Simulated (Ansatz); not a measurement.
## Run report: Ga2O3, single-point calculation (part 1 of 2)

- system: Ga2O3 (C2/m, 40 atoms in the cell)
- method: DFT PBE, scalar-relativistic, plane waves, PAW, no spin polarisation (Ansatz 0.2.0)

The structure derives from an entry of the Crystallography Open Database.

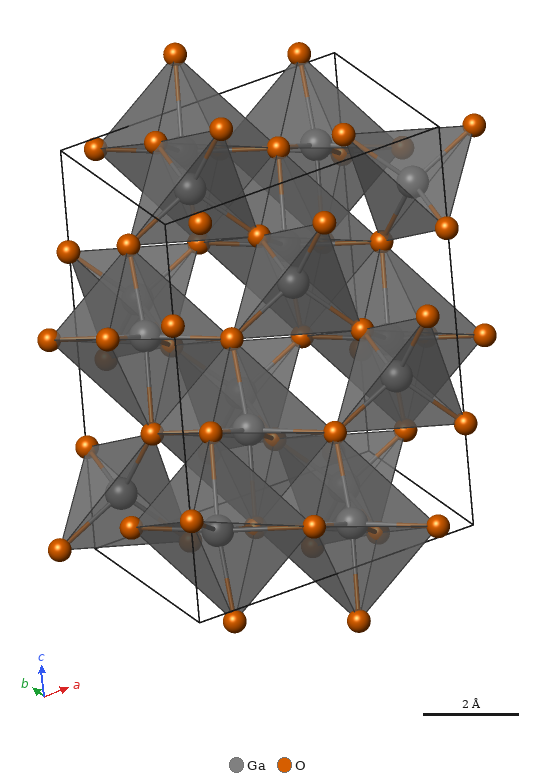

Fig. 1: The input geometry (polyhedral view of the cell of the calculation, seen slightly off an axis; polyhedra are completed across the faces of the cell). An atom can appear more than once, as a periodic image.

### Results in brief

| quantity | value |
| --- | --- |
| outcome | converged |
| space group (tolerance 0.01 Å) | C2/m (12) |
| electrons treated | 352 |
| free energy | −74160.4897 eV |
| Fermi energy | 8.995 eV |
| gap on the k-point mesh | 2.96 eV |
| pressure | 0.01 GPa |
| largest force (length of the vector) | 0.003 eV/Å |
| hardware | 8 threads of AMD EPYC (Zen 3), 189 GiB of memory available, shared host |
| wall time | 27 s (CPU time 91 s) |
| peak memory | 2 GiB |

### The input
```yaml
crystal:
  lattice:
    - [4.8247076605, -1.5417565243, 5.7191861568]
    - [6.2274305688, 4.6252695729, 0.0114918265]
    - [-1.4027229082, 6.1670260973, 5.7076943303]
  atoms:
    - { symbol: Ga, position: [0.7147967349, 0.4650301331, 0.0799265839] }
    - { symbol: Ga, position: [0.9647967349, 0.2150301331, 0.8299265839] }
    - { symbol: Ga, position: [0.4647967349, 0.7150301331, 0.3299265839] }
    - { symbol: Ga, position: [0.2147967349, 0.9650301331, 0.5799265839] }
    - { symbol: Ga, position: [0.0352032651, 0.7849698669, 0.1700734161] }
    - { symbol: Ga, position: [0.2852032651, 0.5349698669, 0.9200734161] }
    - { symbol: Ga, position: [0.7852032651, 0.0349698669, 0.4200734161] }
    - { symbol: Ga, position: [0.5352032651, 0.2849698669, 0.6700734161] }
    - { symbol: Ga, position: [0.9009744931, 0.4160269661, 0.4132233987] }
    - { symbol: Ga, position: [0.1509744931, 0.1660269661, 0.1632233987] }
    - { symbol: Ga, position: [0.6509744931, 0.6660269661, 0.6632233987] }
    - { symbol: Ga, position: [0.4009744931, 0.9160269661, 0.9132233987] }
    - { symbol: Ga, position: [0.8490255069, 0.8339730339, 0.8367766013] }
    - { symbol: Ga, position: [0.0990255069, 0.5839730339, 0.5867766013] }
    - { symbol: Ga, position: [0.5990255069, 0.0839730339, 0.0867766013] }
    - { symbol: Ga, position: [0.3490255069, 0.3339730339, 0.3367766013] }
    - { symbol: O, position: [0.4272193128, 0.8997574408, 0.6819867476] }
    - { symbol: O, position: [0.6772193128, 0.6497574408, 0.4319867476] }
    - { symbol: O, position: [0.1772193128, 0.1497574408, 0.9319867476] }
    - { symbol: O, position: [0.9272193128, 0.3997574408, 0.1819867476] }
    - { symbol: O, position: [0.3227806872, 0.3502425592, 0.5680132524] }
    - { symbol: O, position: [0.5727806872, 0.1002425592, 0.3180132524] }
    - { symbol: O, position: [0.0727806872, 0.6002425592, 0.8180132524] }
    - { symbol: O, position: [0.8227806872, 0.8502425592, 0.0680132524] }
    - { symbol: O, position: [0.6624557019, 0.6849469245, 0.9019037321] }
    - { symbol: O, position: [0.9124557019, 0.4349469245, 0.6519037321] }
    - { symbol: O, position: [0.4124557019, 0.9349469245, 0.1519037321] }
    - { symbol: O, position: [0.1624557019, 0.1849469245, 0.4019037321] }
    - { symbol: O, position: [0.0875442981, 0.5650530755, 0.3480962679] }
    - { symbol: O, position: [0.3375442981, 0.3150530755, 0.0980962679] }
    - { symbol: O, position: [0.8375442981, 0.8150530755, 0.5980962679] }
    - { symbol: O, position: [0.5875442981, 0.0650530755, 0.8480962679] }
    - { symbol: O, position: [0.7503553589, 0.2416837803, 0.5063260045] }
    - { symbol: O, position: [0.0003553589, 0.9916837803, 0.2563260045] }
    - { symbol: O, position: [0.5003553589, 0.4916837803, 0.7563260045] }
    - { symbol: O, position: [0.2503553589, 0.7416837803, 0.0063260045] }
    - { symbol: O, position: [0.9996446411, 0.0083162197, 0.7436739955] }
    - { symbol: O, position: [0.2496446411, 0.7583162197, 0.4936739955] }
    - { symbol: O, position: [0.7496446411, 0.2583162197, 0.9936739955] }
    - { symbol: O, position: [0.4996446411, 0.5083162197, 0.2436739955] }
basis:
  ecutwfc: 420
  xc_grid: 2
kpoints:
  mp_grid: { grid: [2, 2, 2], shift: [0.5, 0.5, 0.5] }
hamiltonian:
  xc: pbe
scf:
  occupations: { method: gaussian, width: 0.01 }
output:
  forces: true
  stress: true
  eigenvalues: true
```

Launched with:
```bash
ansatz run input.yaml --threads 8 --pin off --max-ram 22528MiB --backend cpu --events-out ev --progress --plain --runs-dir out
```

### Output
```
Engine: ansatz 0.2.0, x86_64-unknown-linux-gnu
Pseudopotentials: kind: paw
Pseudopotential: Ga, paw, valence charge 13, recommended cutoff 420 eV (normal), Ga.paw.azcp
Pseudopotential: O, paw, valence charge 6, recommended cutoff 420 eV (normal), O.paw.azcp
Functional definition: PBE
  parameter kappa = 0.804
  parameter beta = 0.06672455060314922
  exchange = pbe_x(kappa = kappa, mu = beta*pi^2/3)
  correlation = pbe_c(beta = beta)
Crystal: 40 atoms, lattice volume = 438.604 Å³
Basis set: ecut = 420 eV, 8575 PW (Γ), exchange–correlation on 108×108×120 points (8 copies of the dense FFT grid, shifted against one another)
Bands: 216, of which v1, the nominal top of the filled ones, is band 176 counted from 1 (175 counted from 0)
Symmetry: 8 space group operations
Space group: C2/m (ITA 12), of the structure as read, at distance tolerance 7.6e-5 Å
k-points: 4 of 8
Non-local potential: Ga, projectors of the file, l = 0: 2, l = 1: 2, l = 2: 3, l = 3: 1
Non-local potential: O, projectors of the file, l = 0: 2, l = 1: 2, l = 2: 1
PAW form: soft (Blöchl's): semilocal exchange-correlation on the pseudo side does not see the compensation charge
PAW one-centre angular grid: Ga, 590 points (default); XC on 64 Gauss nodes
PAW one-centre angular grid: O, 110 points (default); XC on 64 Gauss nodes
Initial density: superposition of atomic densities (neutral atoms: chi_scale 0, normalization atom), corrected by the library's trained network
Initial wavefunctions: pseudopotential atomic-orbital guess
Functional: x = pbe(κ = 0.804, μ = 0.2195149727645171), c = pbe(β = 0.06672455060314922)
SCF iter   1: F=—  HF=-74160.482546 eV  |F-HF|=—  |Δ(HF+E_count)|=         —  Δρ=1.12e-3  dr2=1.99e-3  ethr=1.77e-3  ⟨swp⟩=6.0  Hψ=3218  notcnv=0  defer=1
preconditioner: auto → Resta (q_TF=auto, 2.630 Å⁻¹)  ε∞=4.6  [insulator: Δε(μ)=2.959 eV  Ē_g=17.421 eV  σ=0.010 eV  W_gap=1.00  n_scr=130 (ndim 8)  ℏωp=33.3 eV  f_vac=0.021  D(μ)=0.00/eV (n_scr^D=0)  ε∞_Penn≈4.6]
SCF iter   2: F=—  HF=-74160.487478 eV  |F-HF|=—  |Δ(HF+E_count)|=   4.93e-3  Δρ=5.99e-4  dr2=6.18e-4  ethr=5.64e-7  ⟨swp⟩=3.0  Hψ=1765  notcnv=0  defer=132
SCF iter   3: F=—  HF=-74160.489279 eV  |F-HF|=—  |Δ(HF+E_count)|=   1.80e-3  Δρ=2.43e-4  dr2=1.99e-4  ethr=1.76e-7  ⟨swp⟩=2.0  Hψ=1458  notcnv=0  defer=84
automatic band count: iteration 3 solves 204 bands in place of 216: the levels show a gap, and the empty bands left out lie too high to hold charge; the band table lists the bands solved (type scf.n_extra_bands for more)
SCF iter   4: F=—  HF=-74160.489272 eV  |F-HF|=—  |Δ(HF+E_count)|=   7.83e-6  Δρ=5.99e-5  dr2=1.51e-5  ethr=5.65e-8  ⟨swp⟩=2.0  Hψ=1423  notcnv=0  defer=84
SCF iter   5: F=—  HF=-74160.489707 eV  |F-HF|=—  |Δ(HF+E_count)|=   4.35e-4  Δρ=2.68e-5  dr2=3.13e-6  ethr=4.29e-9  ⟨swp⟩=2.0  Hψ=1325  notcnv=0  defer=84
SCF iter   6: F=—  HF=-74160.489708 eV  |F-HF|=—  |Δ(HF+E_count)|=   1.10e-6  Δρ=1.64e-5  dr2=8.82e-7  ethr=8.91e-10  ⟨swp⟩=2.0  Hψ=1433  notcnv=0  defer=84
SCF iter   7: F=-74160.489708 eV  HF=-74160.489708 eV  |F-HF|=3.00e-8  |Δ(HF+E_count)|=   6.17e-8  Δρ=4.14e-6  dr2=4.89e-8  ethr=2.84e-11  ⟨swp⟩=6.5  Hψ=3506  notcnv=0
SCF 1 converged in 7 iterations: F = -74160.489708 eV  dr2 = 4.89e-8
  greatest PAW one-centre occupation: 0.998 electrons in one spin orbital (limit 2), on the Ga atom at site 15 (counted from 0), in its partial waves of l = 2
```

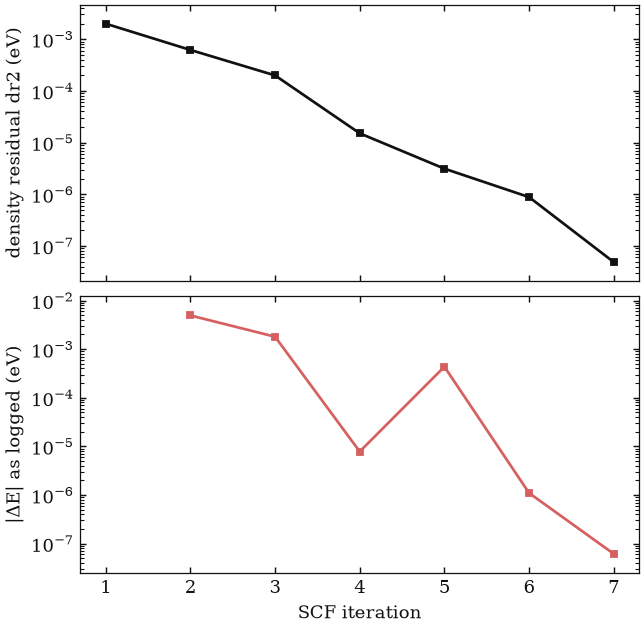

Fig. 2: Convergence of the self-consistent field: density residual dr2 and size of the energy change against the SCF iteration. The residual falls at every step.

```
SCF converged after 7 iterations
Free energy (F): -74160.489708 eV
Harris-Foulkes:  -74160.489708 eV  (|F-HF|=3.00e-8)
Internal energy: -74160.489708 eV  (E = F + TS)
E sigma→0 (E₀):  -74160.489708 eV
Fermi energy:    8.995014 eV
--- Per-component energies (eV) ---
  E_band       = -585.914245
  E_kinetic    = 6056.625837
  E_local      = -37087.176228  (includes V_loc(G=0)·N_el)
  E_nonlocal   = 8080.689997
  E_hartree    = 16604.041740
  E_xc         = -2842.415540
  E_vxc        = -3150.690728  (∫ρ·V_xc dr)
  E_paw        = -35768.033298  (= ΣΔE_a)
  E_vpaw       = -7693.507637  (= ΣTr[D̂ρ^β])
  E_aug_tail   = 0.057204  (compensation charges beyond the density's cutoff)
  E_ewald      = -29204.279421
  E_smearing   = -0.000000  (= −TS)
  E_closure    = -0.000000  (closes the sum)
  Σ components = -74160.489708   (vs F -74160.489708, Δ=0.00e0)
--- Forces (eV/Å), atoms counted from 1 ---
  atom   1  Ga     0.00022616     0.00032722     0.00057788
  atom   2  Ga     0.00022616     0.00032722     0.00057788
  atom   3  Ga     0.00022616     0.00032722     0.00057788
  atom   4  Ga     0.00022616     0.00032722     0.00057788
  atom   5  Ga    -0.00022616    -0.00032722    -0.00057788
  atom   6  Ga    -0.00022616    -0.00032722    -0.00057788
  atom   7  Ga    -0.00022616    -0.00032722    -0.00057788
  atom   8  Ga    -0.00022616    -0.00032722    -0.00057788
  atom   9  Ga    -0.00102170     0.00003235    -0.00315928
  atom  10  Ga    -0.00102170     0.00003235    -0.00315928
  atom  11  Ga    -0.00102170     0.00003235    -0.00315928
  atom  12  Ga    -0.00102170     0.00003235    -0.00315928
  atom  13  Ga     0.00102170    -0.00003235     0.00315928
  atom  14  Ga     0.00102170    -0.00003235     0.00315928
  atom  15  Ga     0.00102170    -0.00003235     0.00315928
  atom  16  Ga     0.00102170    -0.00003235     0.00315928
  atom  17  O      0.00081441    -0.00015861     0.00132984
  atom  18  O      0.00081441    -0.00015861     0.00132984
  atom  19  O      0.00081441    -0.00015861     0.00132984
  atom  20  O      0.00081441    -0.00015861     0.00132984
  atom  21  O     -0.00081441     0.00015861    -0.00132984
  atom  22  O     -0.00081441     0.00015861    -0.00132984
  atom  23  O     -0.00081441     0.00015861    -0.00132984
  atom  24  O     -0.00081441     0.00015861    -0.00132984
  atom  25  O     -0.00008602     0.00104472    -0.00001362
  atom  26  O     -0.00008602     0.00104472    -0.00001362
  atom  27  O     -0.00008602     0.00104472    -0.00001362
  atom  28  O     -0.00008602     0.00104472    -0.00001362
  atom  29  O      0.00008602    -0.00104472     0.00001362
  atom  30  O      0.00008602    -0.00104472     0.00001362
  atom  31  O      0.00008602    -0.00104472     0.00001362
  atom  32  O      0.00008602    -0.00104472     0.00001362
  atom  33  O      0.00104345     0.00044320     0.00162157
  atom  34  O      0.00104345     0.00044320     0.00162157
  atom  35  O      0.00104345     0.00044320     0.00162157
  atom  36  O      0.00104345     0.00044320     0.00162157
  atom  37  O     -0.00104345    -0.00044320    -0.00162157
  atom  38  O     -0.00104345    -0.00044320    -0.00162157
  atom  39  O     -0.00104345    -0.00044320    -0.00162157
  atom  40  O     -0.00104345    -0.00044320    -0.00162157
  max |Σ_I F_I| component: 4.34e-19 eV/Å
--- Stress (GPa, compression-positive) ---
        0.010980      -0.009616      -0.011087
       -0.009615       0.013017       0.001549
       -0.011090       0.001549       0.019380
  P = ⅓ Tr σ = 0.0145 GPa (0.145 kbar)
--- Band table (eV) ---
```
